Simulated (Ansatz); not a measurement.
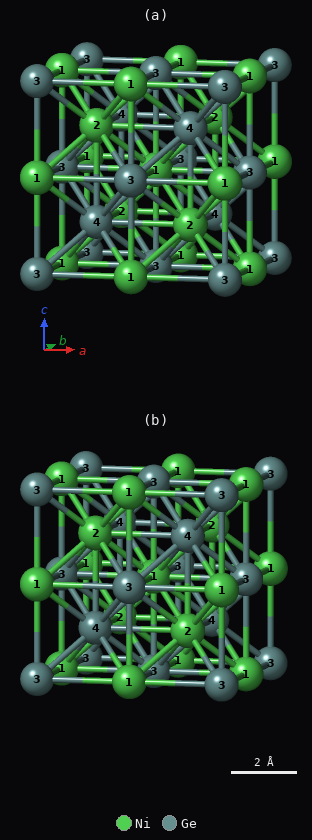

The structure of crystalline NiGe (built on the NaTl (B32)_227 type) (coarse preliminary run) before (top) and after (bottom) a relaxation, at one scale.

The picture is a ball-and-stick view of the conventional cell (4 times the calculation's cell), seen slightly off an axis. Lengths and directions refer to the drawn axes.

Case: NaTl (B32) type (Fd-3m, No. 227).

Computed with Ansatz, DFT r2SCAN, scalar-relativistic, plane waves, PAW.

The input:
```yaml
crystal:
  lattice:
    - [0.0, 3.0297704298, 3.0297704298]
    - [3.0297704298, 0.0, 3.0297704298]
    - [3.0297704298, 3.0297704298, 0.0]
  atoms:
    - { symbol: Ni, position: [0.5, 0.5, 0.5] }
    - { symbol: Ni, position: [0.75, 0.75, 0.75] }
    - { symbol: Ge, position: [0.0, 0.0, 0.0] }
    - { symbol: Ge, position: [0.25, 0.25, 0.25] }
basis:
  ecutwfc: 500
kpoints:
  mp_grid: { grid: [6, 6, 6] }
hamiltonian:
  xc: r2scan
scf:
  occupations: { method: gaussian, width: 0.1 }
  lower_state_search: "off"
output:
  forces: true
  stress: true
  eigenvalues: true
relax:
  adjacent_minimum: "off"
  f_tol: 0.04
  max_steps: 70
  cell: { stress_tol: 0.4 }
```

Run as
```bash
ansatz run input.yaml --threads 1 --pin off --max-ram 3072MiB --backend cpu --events-out ev --progress --plain --runs-dir out
```

### Summarise the run.

No atom moves by more than 0.005 Å relative to the cell. The drawn cell changes as follows: a = b = c 6.060 → 5.952 Å (−1.8 %); the volume changes by −5.2 %. Near-neighbour distances that change, for instance: Ni1–Ge3 3.030 → 2.976 Å, Ni1–Ge4 2.624 → 2.577 Å, Ge3–Ge4 2.624 → 2.577 Å, Ni1–Ni2 2.624 → 2.577 Å. The space group stays Fd-3m (No. 227). After 2 accepted moves (3 points after the start) the energy has fallen by 15.2 meV per atom. All forces vanish by symmetry, so only the cell relaxes. Pressure: −6.44 GPa at the start and 0.04 GPa at the end. The SCF was repeated once at an unchanged geometry on a basis and grid sized afresh for the cell, which shifted the energy by 0.5 meV per atom at most.
